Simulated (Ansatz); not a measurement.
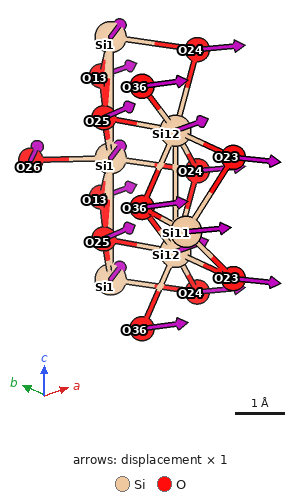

A relaxation of a wire of composition SiO$_{2}$. The starting structure is drawn; purple arrows show the displacements (the part carried along by the change of the cell is left out), at their true length.

Style: ball-and-stick. Shown: the atoms within 4.2 Å of the atom that moves most (axes of the 3 repeat of the cell, with the vacuum cut short), from a free direction.

Case: (6,6) tube.

Theory: Ansatz 0.2.0, DFT PBE, scalar-relativistic, plane waves, PAW. Set-up: plane-wave cutoff 420 eV; k-point mesh 1 × 1 × 17; occupations gaussian; smearing width 0.05 eV; no spin polarisation; cell relaxed at fixed a, b, alpha, beta, gamma; force threshold 0.02 eV/Å; at most 45 steps.

> What did the optimiser do to the structure, and how much energy did it gain?

The energy falls by 10.564 eV per cell of the calculation in 9 accepted moves (11 points after the start). Largest force component: 1.7 eV/Å at the start, 0.0073 eV/Å at the end. At 2 points the geometry stayed and the basis and grid were re-selected for the new cell (energy shift of 45.5 meV per cell of the calculation at most each time). The largest moves relative to the layer's centre, 1.05 Å, are those of 24 atoms (O13, O14, O15, O16 and others). Largest moves by element: O 1.05 Å, Si 0.99 Å. Along the periodic axis the drawn cell goes c 8.095 → 7.774 Å (−4.0 %). Some distances before and after: Si12–O23 1.932 → 2.911 Å, Si11–Si12 2.675 → 3.071 Å, Si11–O23 1.841 → 1.675 Å, Si12–Si12 2.698 → 2.591 Å. Bonds break: Si12–O23 (1.93 → 2.91 Å), Si1–O24 (1.93 → 2.91 Å). Among the angles between lasting bonds that change: Si1–O25–Si12 102.5° → 117.7°, Si1–O25–Si1 99.2° → 89.0°, Si1–O13–Si1 94.3° → 101.4°.
